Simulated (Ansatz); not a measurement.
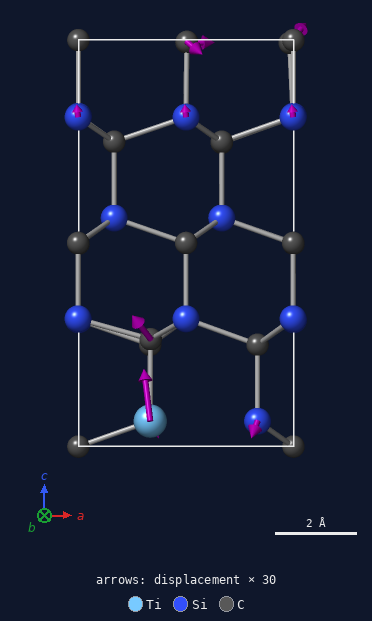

A relaxation of a defect cell of composition TiSi$_{15}$C$_{16}$ (cell charge −1). The starting structure is drawn; purple arrows show the displacements, magnified 30 times.

A ball-and-stick model of the cell of the calculation, seen along the b axis.

Case: Ti on a Si site (b), charge -1, atoms relaxed at the host's cell.

Level of theory: Ansatz, DFT PBE, scalar-relativistic, plane waves, PAW. Set-up: plane-wave cutoff 420 eV; k-point mesh 4 × 4 × 2; occupations gaussian; smearing width 0.01 eV; collinear spin; atoms relaxed in a fixed cell; force threshold 0.025 eV/Å; at most 45 steps.

### Atoms of which element are displaced furthest, and by how much?

Titanium: up to 0.045 Å, against 0.032 Å for carbon.

### What happened in the run?

After 3 accepted moves (4 points after the start) the energy has fallen by 65.2 meV per cell of the calculation. The largest force component goes from 0.66 to 0.009 eV/Å. 1 step only repeated the SCF at the same geometry. The largest move is that of the Ti atom, 0.045 Å along [−1 1 3]. By element the largest moves are Ti 0.045 Å, C 0.032 Å, Si 0.017 Å. The lattice vectors keep their values. Among the contacts that change: C–Si 1.899 → 1.867 Å, C–Ti 1.972 → 2.003 Å, C–Si 1.879 → 1.854 Å, C–Ti 2.041 → 2.018 Å. Bond angles that change, for instance: C–Ti–C 110.1° → 107.5°, C–Ti–C 109.0° → 111.4°, Si–C–Si 114.0° → 112.0°.

Limits of the set-up: the periodic images lie only 6.2 Å apart, so the values are limited by the cell's size; the cell is charged, on a uniform background, and energies carry no finite-size correction.
